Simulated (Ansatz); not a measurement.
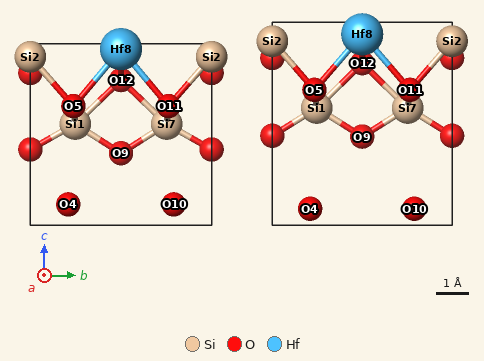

Two geometries of solid HfSi3O8 (built on the tetragonal host type), drawn at one scale. One is the start of a relaxation, the other its converged end. The picture is a ball-and-stick view of the cell of the calculation, seen along the a axis.

These are results of DFT, r2SCAN, plane waves, PAW (Ansatz 0.2.0), not measurements. (plane-wave cutoff 500 eV; k-point mesh 6 × 4 × 4; occupations fermi dirac; smearing width 0.02 eV; no spin polarisation; cell and atoms relaxed; force threshold 0.005 eV/Å)

Question: Which of the two is the end point?

Answer: The left one is the relaxed one. An O atom moves most relative to the cell: 0.24 Å along −c. By element the largest moves are O 0.24 Å, Hf 0.16 Å, Si 0.12 Å. Cell: a 3.538 → 3.444 Å (−2.7 %), b 5.766 → 5.815 Å (+0.9 %), c 6.503 → 5.822 Å (−10.5 %). Volume −12.1 %. Near-neighbour distances that change, for instance: Hf–Hf 3.538 → 3.444 Å, O–Si 1.849 → 1.799 Å, O–Si 1.864 → 1.817 Å, O–Si 2.062 → 2.098 Å. Bond angles that change, for instance: Si–O–Si 116.0° → 120.9°, O–Hf–O 124.7° → 120.1°, Hf–O–Hf 124.7° → 120.1°. The space group stays Pmm2 (No. 25). The energy falls by 0.198 eV per cell of the calculation in 12 accepted moves (15 points after the start). The largest force component goes from 0.53 to 0.0034 eV/Å. The pressure goes from −6.57 to −0.01 GPa. The line search rejected the trial step at point 9 of the run. At 2 points the geometry stayed and the basis and grid were re-selected for the new cell (energy shift of 11.3 meV per cell of the calculation at most each time). Cost: 2.5 min on 1 × NVIDIA H100 80GB HBM3 with 2 threads of AMD EPYC 7R13 Processor (Zen 3) (shared host), peak memory 1.2 GiB.
